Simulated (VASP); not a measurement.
# SiC (Moissanite 3C): accuracy against cost in the smearing and SCF threshold, part 2 of 3

How sensitive are energy and pressure of SiC (Moissanite 3C) to the smearing and SCF threshold? The series runs use PBE. The start is a cell from a database of measured crystal structures.

VASP 6.6.1; PBE; plane waves and PAW (Si, C).

So far. Step 7 (Smearing: ISMEAR = 2, SIGMA = 0.01): Against the first of the series the energy at zero width stays within 0.01 meV an atom and the pressure within 0.01 GPa, after 12 cycles in 3 s. The entropy term T·S comes to 0.00 meV an atom in size.

## 8. Smearing: ISMEAR = 2, SIGMA = 0.05

Contents of INCAR:

```
SYSTEM = SiC
PREC = Accurate
ENCUT = 520
EDIFF = 1E-06
NELM = 100
ISMEAR = 2
SIGMA = 0.05
LREAL = .FALSE.
ALGO = Normal
GGA = PE
NBANDS = 10
LORBIT = 11
LWAVE = .FALSE.
LCHARG = .FALSE.
KPAR = 2
ISIF = 2
```

Contents of POSCAR:

```
SiC
1.0
    0.0000000000      2.1790000000      2.1790000000
    2.1790000000      0.0000000000      2.1790000000
    2.1790000000      2.1790000000      0.0000000000
Si C
1 1
Direct
    0.0000000000      0.0000000000      0.0000000000
    0.2500000000      0.2500000000      0.2500000000
```

Contents of KPOINTS:

```
Automatic mesh
0
Gamma
9 9 9
0 0 0
```

PAW data sets: Si and C (PBE family, release 64).

On the command line:

```sh
$ mpirun -np 2 vasp_std
```

The log of the run:

```text
[... set-up lines as in an earlier step ...]
 entering main loop
       N       E                     dE             d eps       ncg     rms          rms(c)
DAV:   1     0.516337052733E+01    0.51634E+01   -0.39729E+03   716   0.671E+02
[... 1 cycle as in an earlier step ...]
DAV:   3    -0.169099081859E+02   -0.65482E+00   -0.65335E+00   824   0.177E+01
DAV:   4    -0.169126358518E+02   -0.27277E-02   -0.27274E-02   788   0.140E+00
DAV:   5    -0.169126599563E+02   -0.24105E-04   -0.13528E-04   820   0.931E-02    0.881E+00
DAV:   6    -0.151154144200E+02    0.17972E+01   -0.67501E+00   730   0.125E+01    0.389E+00
[...]
DAV:  10    -0.150574303770E+02   -0.10706E-03   -0.20981E-04   772   0.969E-02    0.244E-02
DAV:  11    -0.150574325436E+02   -0.21666E-05   -0.37767E-05   792   0.344E-02    0.589E-03
DAV:  12    -0.150574329391E+02   -0.39552E-06   -0.14536E-06   436   0.828E-03
   1 F= -.15057433E+02 E0= -.15057435E+02  d E =0.896534E-05
```

Run time: 3 s. Hardware: 2 MPI ranks of AMD EPYC 9R14 (Zen 4), shared host; peak memory 0.2 GiB; 4.7 s of CPU time.

Parts of OUTCAR (step 8):

```text
  Total        0.4154334      0.4154334      0.4154334      0.0000000      0.0000000     -0.0000000
  in kB       32.1669799     32.1669799     32.1669799      0.0000000      0.0000000     -0.0000000
  external PRESSURE =      32.1669799 kB  Pullay stress =       0.0000000 kB

  FREE ENERGIE OF THE ION-ELECTRON SYSTEM (eV)
  ---------------------------------------------------
  free  energy   TOTEN  =       -15.0574329391 eV

  energy  without entropy=      -15.0574419045  energy(sigma->0) =      -15.05743518

[... 3 parts as in an earlier step ...]

[... 1 further part left out ...]
[key lines of the parts left out:]
E-fermi :   8.1392
```

Against the run before the energy at zero width stays within 0.01 meV an atom and the pressure within 0.01 GPa, after 12 cycles in 3 s. The entropy term T·S comes to 0.00 meV an atom in size.

## 9. Smearing: ISMEAR = 2, SIGMA = 0.1

Changes to INCAR since step 8:

```diff
@@ -6,3 +6,3 @@
 ISMEAR = 2
-SIGMA = 0.05
+SIGMA = 0.1
 LREAL = .FALSE.
```

POSCAR is that of step 8.

KPOINTS is that of step 8.

On the command line:

```sh
$ mpirun -np 2 vasp_std
```

The log of the run:

```text
[... set-up lines as in an earlier step ...]
 entering main loop
       N       E                     dE             d eps       ncg     rms          rms(c)
DAV:   1     0.516288455145E+01    0.51629E+01   -0.39729E+03   716   0.671E+02
DAV:   2    -0.162549974008E+02   -0.21418E+02   -0.19429E+02   946   0.115E+02
DAV:   3    -0.169099204199E+02   -0.65492E+00   -0.65336E+00   824   0.177E+01
DAV:   4    -0.169126464272E+02   -0.27260E-02   -0.27285E-02   788   0.140E+00
[... 2 cycles as in an earlier step ...]
DAV:   7    -0.150648464646E+02    0.50579E-01   -0.37438E-01   824   0.378E+00    0.178E+00
DAV:   8    -0.150571901854E+02    0.76563E-02   -0.20623E-02   714   0.103E+00    0.163E-01
DAV:   9    -0.150573274617E+02   -0.13728E-03   -0.14706E-03   922   0.234E-01    0.112E-01
DAV:  10    -0.150574345246E+02   -0.10706E-03   -0.20976E-04   772   0.968E-02    0.244E-02
DAV:  11    -0.150574366921E+02   -0.21675E-05   -0.37751E-05   792   0.344E-02    0.589E-03
DAV:  12    -0.150574370867E+02   -0.39463E-06   -0.14534E-06   436   0.828E-03
   1 F= -.15057437E+02 E0= -.15057430E+02  d E =-.279331E-04
```

It took 3 s on 2 MPI ranks; peak memory 0.2 GiB; 4.9 s of CPU time.

From OUTCAR (step 9):

```text
  Total        0.4154216      0.4154216      0.4154216      0.0000000      0.0000000     -0.0000000
  in kB       32.1660689     32.1660689     32.1660689      0.0000000      0.0000000     -0.0000000
  external PRESSURE =      32.1660689 kB  Pullay stress =       0.0000000 kB

  FREE ENERGIE OF THE ION-ELECTRON SYSTEM (eV)
  ---------------------------------------------------
  free  energy   TOTEN  =       -15.0574370867 eV

  energy  without entropy=      -15.0574091537  energy(sigma->0) =      -15.05743010

[... 3 parts as in an earlier step ...]

[... 1 further part left out ...]
[key lines of the parts left out:]
E-fermi :   8.1814
```

Against the run before the energy at zero width stays within 0.01 meV an atom and the pressure within 0.01 GPa, after 12 cycles in 3 s. The entropy term T·S comes to 0.01 meV an atom in size.

## 10. Smearing: ISMEAR = 2, SIGMA = 0.2

Changes to INCAR since step 9:

```diff
@@ -6,3 +6,3 @@
 ISMEAR = 2
-SIGMA = 0.1
+SIGMA = 0.2
 LREAL = .FALSE.
```

POSCAR is that of step 9.

KPOINTS is that of step 9.

On the command line:

```sh
$ mpirun -np 2 vasp_std
```

The log of the run:

```text
[... set-up lines as in an earlier step ...]
 entering main loop
       N       E                     dE             d eps       ncg     rms          rms(c)
DAV:   1     0.516317262234E+01    0.51632E+01   -0.39729E+03   716   0.671E+02
DAV:   2    -0.162549241575E+02   -0.21418E+02   -0.19397E+02   946   0.115E+02
DAV:   3    -0.169096311186E+02   -0.65471E+00   -0.65335E+00   824   0.177E+01
DAV:   4    -0.169123609641E+02   -0.27298E-02   -0.27296E-02   788   0.140E+00
[...]
DAV:  10    -0.150572131758E+02   -0.10707E-03   -0.20983E-04   772   0.969E-02    0.244E-02
DAV:  11    -0.150572153458E+02   -0.21700E-05   -0.37761E-05   792   0.344E-02    0.589E-03
DAV:  12    -0.150572157407E+02   -0.39487E-06   -0.14536E-06   436   0.828E-03
   1 F= -.15057216E+02 E0= -.15057356E+02  d E =0.559271E-03
```

It took 3 s on 2 MPI ranks; peak memory 0.2 GiB.

Parts of OUTCAR (step 10):

```text
  Total        0.4154704      0.4154704      0.4154704     -0.0000000     -0.0000000      0.0000000
  in kB       32.1698469     32.1698469     32.1698469     -0.0000000     -0.0000000      0.0000000
  external PRESSURE =      32.1698469 kB  Pullay stress =       0.0000000 kB

  FREE ENERGIE OF THE ION-ELECTRON SYSTEM (eV)
  ---------------------------------------------------
  free  energy   TOTEN  =       -15.0572157407 eV

  energy  without entropy=      -15.0577750121  energy(sigma->0) =      -15.05735556

[... 3 parts as in an earlier step ...]

[... 1 further part left out ...]
[key lines of the parts left out:]
E-fermi :   8.1388
```

Against the run before the energy at zero width moves by +0.04 meV an atom while the pressure stays within 0.01 GPa, after 12 cycles in 3 s. The entropy term T·S comes to 0.28 meV an atom in size.

## 11. Smearing: ISMEAR = 2, SIGMA = 0.5

Changes to INCAR since step 10:

```diff
@@ -6,3 +6,3 @@
 ISMEAR = 2
-SIGMA = 0.2
+SIGMA = 0.5
 LREAL = .FALSE.
```

POSCAR is that of step 10.

KPOINTS is that of step 10.

On the command line:

```sh
$ mpirun -np 2 vasp_std
```

The log of the run:

```text
[... set-up lines as in an earlier step ...]
 entering main loop
       N       E                     dE             d eps       ncg     rms          rms(c)
DAV:   1     0.515987833428E+01    0.51599E+01   -0.39729E+03   716   0.671E+02
DAV:   2    -0.162550599090E+02   -0.21415E+02   -0.19588E+02   946   0.115E+02
DAV:   3    -0.169089818633E+02   -0.65392E+00   -0.65317E+00   824   0.177E+01
DAV:   4    -0.169117048048E+02   -0.27229E-02   -0.27227E-02   788   0.140E+00
[...]
DAV:  10    -0.150566246706E+02   -0.10702E-03   -0.20966E-04   772   0.968E-02    0.244E-02
DAV:  11    -0.150566268613E+02   -0.21908E-05   -0.37674E-05   792   0.344E-02    0.589E-03
DAV:  12    -0.150566272569E+02   -0.39554E-06   -0.14505E-06   436   0.827E-03
   1 F= -.15056627E+02 E0= -.15056865E+02  d E =0.952721E-03
```

Elapsed: 3 s, on 2 MPI ranks; peak memory 0.21 GiB; 4.8 s of CPU time.

OUTCAR, selected parts (step 11):

```text
  Total        0.4155401      0.4155401      0.4155401      0.0000000      0.0000000     -0.0000000
  in kB       32.1752393     32.1752393     32.1752393      0.0000000      0.0000000     -0.0000000
  external PRESSURE =      32.1752393 kB  Pullay stress =       0.0000000 kB

 POSITION                                       TOTAL-FORCE (eV/Angst)
 -----------------------------------------------------------------------------------
      0.00000      0.00000      0.00000         0.000000     -0.000000     -0.000000
      1.08950      1.08950      1.08950        -0.000000      0.000000      0.000000
 -----------------------------------------------------------------------------------
    total drift:                                0.000000      0.000000      0.000000

  FREE ENERGIE OF THE ION-ELECTRON SYSTEM (eV)
  ---------------------------------------------------
  free  energy   TOTEN  =       -15.0566272569 eV

  energy  without entropy=      -15.0575799777  energy(sigma->0) =      -15.05686544

[... 2 parts as in an earlier step ...]

[... 1 further part left out ...]
[key lines of the parts left out:]
E-fermi :   8.2729
```

Against the run before the energy at zero width moves by +0.25 meV an atom while the pressure stays within 0.01 GPa, after 12 cycles in 3 s. The entropy term T·S comes to 0.48 meV an atom in size.

## 12. Smearing: ISMEAR = -5

Changes to INCAR since step 11:

```diff
@@ -5,4 +5,4 @@
 NELM = 100
-ISMEAR = 2
-SIGMA = 0.5
+ISMEAR = -5
+SIGMA = 0.05
 LREAL = .FALSE.
```

POSCAR is that of step 11.

KPOINTS is that of step 11.

On the command line:

```sh
$ mpirun -np 2 vasp_std
```

The log of the run:

```text
[... set-up lines as in an earlier step ...]
 entering main loop
       N       E                     dE             d eps       ncg     rms          rms(c)
DAV:   1     0.517283031855E+01    0.51728E+01   -0.39729E+03   716   0.671E+02
DAV:   2    -0.162550867877E+02   -0.21428E+02   -0.20559E+02   946   0.116E+02
DAV:   3    -0.169099186686E+02   -0.65483E+00   -0.65335E+00   824   0.177E+01
[... 8 cycles as in an earlier step ...]
DAV:  12    -0.150574440596E+02   -0.39515E-06   -0.14534E-06   436   0.828E-03
   1 F= -.15057444E+02 E0= -.15057444E+02  d E =0.000000E+00
```

It took 3 s on 2 MPI ranks; peak memory 0.2 GiB.

OUTCAR, selected parts (step 12):

```text
  Total        0.4154361      0.4154361      0.4154361     -0.0000000     -0.0000000      0.0000000
  in kB       32.1671910     32.1671910     32.1671910     -0.0000000     -0.0000000      0.0000000
  external PRESSURE =      32.1671910 kB  Pullay stress =       0.0000000 kB

 POSITION                                       TOTAL-FORCE (eV/Angst)
 -----------------------------------------------------------------------------------
      0.00000      0.00000      0.00000        -0.000000     -0.000000      0.000000
      1.08950      1.08950      1.08950         0.000000      0.000000     -0.000000
 -----------------------------------------------------------------------------------
    total drift:                                0.000000      0.000000      0.000000

[... 4 parts as in an earlier step ...]

[... 1 further part left out ...]
[key lines of the parts left out:]
E-fermi :   8.1912
```

Against the first of the series the energy at zero width stays within 0.01 meV an atom and the pressure within 0.01 GPa, after 12 cycles in 3 s.

## 13. The smearing series as a table

This step: convergence of PBE results with the smearing; plane waves and PAW (VASP 6.6.1).

Derived from the runs above.

Differences are taken from the run with ISMEAR = -1, SIGMA = 0.01. Results of the series, by row:

```csv
setting,status,energy less the reference (meV/atom),pressure (GPa),gap (eV),SCF cycles,wall time (s)
"ISMEAR = -1, SIGMA = 0.01",converged,0,3.217,1.502,12,3
"ISMEAR = -1, SIGMA = 0.05",converged,0,3.217,1.502,12,3
"ISMEAR = -1, SIGMA = 0.1",converged,0.00429,3.217,1.502,12,3
"ISMEAR = -1, SIGMA = 0.2",converged,0.2996,3.212,1.503,12,3
"ISMEAR = -1, SIGMA = 0.5",converged,11.19,3.264,1.519,12,3
"ISMEAR = 2, SIGMA = 0.01",converged,0,3.217,1.502,12,3
"ISMEAR = 2, SIGMA = 0.05",converged,0.00444,3.217,1.502,12,3
"ISMEAR = 2, SIGMA = 0.1",converged,0.00698,3.217,1.502,12,3
"ISMEAR = 2, SIGMA = 0.2",converged,0.04425,3.217,1.502,12,3
"ISMEAR = 2, SIGMA = 0.5",converged,0.2893,3.218,1.502,12,3
ISMEAR = -5,converged,0,3.217,1.502,12,3
```

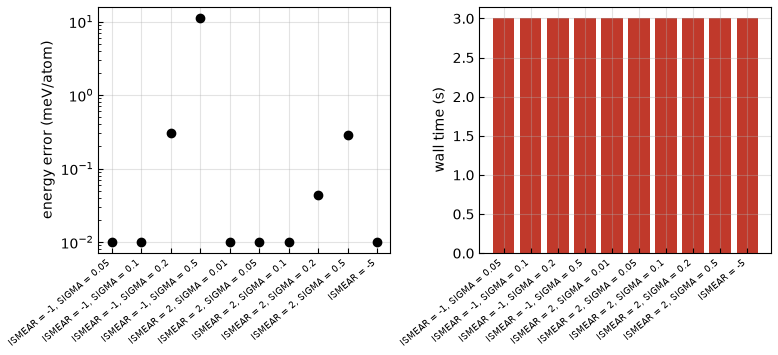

The energy error in size, against the reference run (errors under 0.01 are drawn at 0.01), and the wall time by setting.

## 14. SCF threshold: EDIFF = 0.01

This step: PBE; plane waves and PAW (Si, C) (VASP 6.6.1).

EDIFF stops the electronic loop; forces need it tighter than energies do.

Changes to INCAR since step 12:

```diff
@@ -3,5 +3,5 @@
 ENCUT = 520
-EDIFF = 1E-06
+EDIFF = 0.01
 NELM = 100
-ISMEAR = -5
+ISMEAR = -1
 SIGMA = 0.05
```

POSCAR is that of step 12.

KPOINTS is that of step 12.

On the command line:

```sh
$ mpirun -np 2 vasp_std
```

The log of the run:

```text
[... set-up lines as in an earlier step ...]
 entering main loop
       N       E                     dE             d eps       ncg     rms          rms(c)
[... 4 cycles as in an earlier step ...]
DAV:   5    -0.169126592485E+02   -0.12821E-04   -0.12821E-04   580   0.931E-02    0.881E+00
DAV:   6    -0.151154253860E+02    0.17972E+01   -0.67481E+00   730   0.125E+01    0.389E+00
DAV:   7    -0.150648544655E+02    0.50571E-01   -0.37476E-01   822   0.378E+00    0.178E+00
DAV:   8    -0.150571267449E+02    0.77277E-02   -0.19938E-02   422   0.103E+00
   1 F= -.15057127E+02 E0= -.15057127E+02  d E =-.628063E-08
```

Elapsed: 2.2 s, on 2 MPI ranks; peak memory 0.2 GiB; 3.2 s of CPU time.

OUTCAR, selected parts (step 14):

```text
   NELECT =       8.0000    total number of electrons

 E-fermi :   8.8271

 k-point     1 :       0.0000    0.0000    0.0000
  band No.  band energies     occupation
      1      -7.3209      2.00000
      2       8.0722      2.00000
      3       8.0722      2.00000
      4       8.0722      2.00000
      5      14.3024      0.00000
      6      15.4042      0.00000
      7      15.4042      0.00000
      8      15.4042      0.00000
      9      22.6068      0.00000
    ...

  Total        0.4595359      0.4595359      0.4595359      0.0000000      0.0000000     -0.0000000
  in kB       35.5818339     35.5818339     35.5818339      0.0000000      0.0000000     -0.0000000
  external PRESSURE =      35.5818339 kB  Pullay stress =       0.0000000 kB

 POSITION                                       TOTAL-FORCE (eV/Angst)
 -----------------------------------------------------------------------------------
      0.00000      0.00000      0.00000         0.000000      0.000000      0.000000
      1.08950      1.08950      1.08950        -0.000000     -0.000000     -0.000000
 -----------------------------------------------------------------------------------
    total drift:                                0.000002      0.000002      0.000002

  FREE ENERGIE OF THE ION-ELECTRON SYSTEM (eV)
  ---------------------------------------------------
  free  energy   TOTEN  =       -15.0571267449 eV

  energy  without entropy=      -15.0571267386  energy(sigma->0) =      -15.05712674

[... 8 parts as in an earlier step ...]

[... 9 further parts left out ...]
```

This step gave:

- SCF cycles: 8
- Fermi energy: 8.827 eV
- pressure: 3.558 GPa
- gap on the k-mesh: 1.520 eV
- least direct gap on the k-mesh: 4.630 eV

The series starts at -7.5286 eV an atom and 3.56 GPa, after 8 cycles in 2.2 s.

## 15. SCF threshold: EDIFF = 0.001

Changes to INCAR since step 14:

```diff
@@ -3,3 +3,3 @@
 ENCUT = 520
-EDIFF = 0.01
+EDIFF = 0.001
 NELM = 100
```

POSCAR is that of step 14.

KPOINTS is that of step 14.

On the command line:

```sh
$ mpirun -np 2 vasp_std
```

The log of the run:

```text
[... set-up lines as in an earlier step ...]
 entering main loop
       N       E                     dE             d eps       ncg     rms          rms(c)
[... 4 cycles as in an earlier step ...]
DAV:   5    -0.169126599186E+02   -0.13491E-04   -0.13491E-04   804   0.931E-02    0.881E+00
DAV:   6    -0.151154260235E+02    0.17972E+01   -0.67501E+00   730   0.125E+01    0.389E+00
DAV:   7    -0.150648539719E+02    0.50572E-01   -0.37438E-01   824   0.378E+00    0.178E+00
DAV:   8    -0.150571973287E+02    0.76566E-02   -0.20627E-02   714   0.103E+00    0.163E-01
DAV:   9    -0.150573280876E+02   -0.13076E-03   -0.14079E-03   378   0.234E-01
   1 F= -.15057328E+02 E0= -.15057328E+02  d E =-.772373E-08
```

The job ended after 2.4 s (2 MPI ranks; peak memory 0.2 GiB).

From OUTCAR (step 15):

```text
  Total        0.4151522      0.4151522      0.4151522      0.0000000      0.0000000      0.0000000
  in kB       32.1452077     32.1452077     32.1452077      0.0000000      0.0000000      0.0000000
  external PRESSURE =      32.1452077 kB  Pullay stress =       0.0000000 kB

 POSITION                                       TOTAL-FORCE (eV/Angst)
 -----------------------------------------------------------------------------------
      0.00000      0.00000      0.00000         0.000000      0.000000      0.000000
      1.08950      1.08950      1.08950        -0.000000     -0.000000     -0.000000
 -----------------------------------------------------------------------------------
    total drift:                                0.000001      0.000001      0.000001

  FREE ENERGIE OF THE ION-ELECTRON SYSTEM (eV)
  ---------------------------------------------------
  free  energy   TOTEN  =       -15.0573280876 eV

  energy  without entropy=      -15.0573280799  energy(sigma->0) =      -15.05732808

[... 2 parts as in an earlier step ...]

[... 1 further part left out ...]
[key lines of the parts left out:]
E-fermi :   8.8499
```

Against the run before the energy moves by -0.10 meV an atom and the pressure by -0.34 GPa, after 9 cycles in 2.4 s.

## 16. SCF threshold: EDIFF = 1E-04

Changes to INCAR since step 15:

```diff
@@ -3,3 +3,3 @@
 ENCUT = 520
-EDIFF = 0.001
+EDIFF = 1E-04
 NELM = 100
```

POSCAR is that of step 15.

KPOINTS is that of step 15.

On the command line:

```sh
$ mpirun -np 2 vasp_std
```

The log of the run:

```text
[... set-up lines as in an earlier step ...]
 entering main loop
       N       E                     dE             d eps       ncg     rms          rms(c)
[... 9 cycles as in an earlier step ...]
DAV:  10    -0.150574414966E+02   -0.10706E-03   -0.20979E-04   720   0.969E-02    0.244E-02
DAV:  11    -0.150574434978E+02   -0.20013E-05   -0.36050E-05   356   0.343E-02
   1 F= -.15057443E+02 E0= -.15057443E+02  d E =-.735294E-08
```

It took 2.8 s on 2 MPI ranks; peak memory 0.2 GiB; 4.3 s of CPU time.

Parts of OUTCAR (step 16):

```text
  Total        0.4170845      0.4170845      0.4170845     -0.0000000     -0.0000000     -0.0000000
  in kB       32.2948226     32.2948226     32.2948226     -0.0000000     -0.0000000     -0.0000000
  external PRESSURE =      32.2948226 kB  Pullay stress =       0.0000000 kB

  FREE ENERGIE OF THE ION-ELECTRON SYSTEM (eV)
  ---------------------------------------------------
  free  energy   TOTEN  =       -15.0574434978 eV

  energy  without entropy=      -15.0574434905  energy(sigma->0) =      -15.05744349

[... 3 parts as in an earlier step ...]

[... 1 further part left out ...]
[key lines of the parts left out:]
E-fermi :   8.8527
```

Against the run before the energy moves by -0.06 meV an atom and the pressure by +0.01 GPa, after 11 cycles in 2.8 s.

## 17. SCF threshold: EDIFF = 1E-05

Changes to INCAR since step 16:

```diff
@@ -3,3 +3,3 @@
 ENCUT = 520
-EDIFF = 1E-04
+EDIFF = 1E-05
 NELM = 100
```

POSCAR is that of step 16.

KPOINTS is that of step 16.

On the command line:

```sh
$ mpirun -np 2 vasp_std
```

The log of the run:

```text
[... set-up lines as in an earlier step ...]
 entering main loop
       N       E                     dE             d eps       ncg     rms          rms(c)
[... 9 cycles as in an earlier step ...]
DAV:  10    -0.150574414974E+02   -0.10706E-03   -0.20980E-04   768   0.969E-02    0.244E-02
DAV:  11    -0.150574436653E+02   -0.21678E-05   -0.37756E-05   756   0.344E-02
   1 F= -.15057444E+02 E0= -.15057444E+02  d E =-.735286E-08
```

Wall time 2.8 s (2 MPI ranks); peak memory 0.21 GiB; 4.4 s of CPU time.

[end of part 2 of 3]

[Lines on the potential files, build, host, timing and source positions are cut from VASP's logs without a mark.]

[Logs are printed without paths, hosts, clocks, repeated set-up lines and the standing remarks that a program may print on its own settings, such as how far it seeks lower states.]

[Hosts, paths, dates, database ids (printed as entryN), source tags and the programs' standing remarks are cut or masked in the printed files.]

[A measured line is paired with the nearest computed mode of its activity, which favours agreement.]
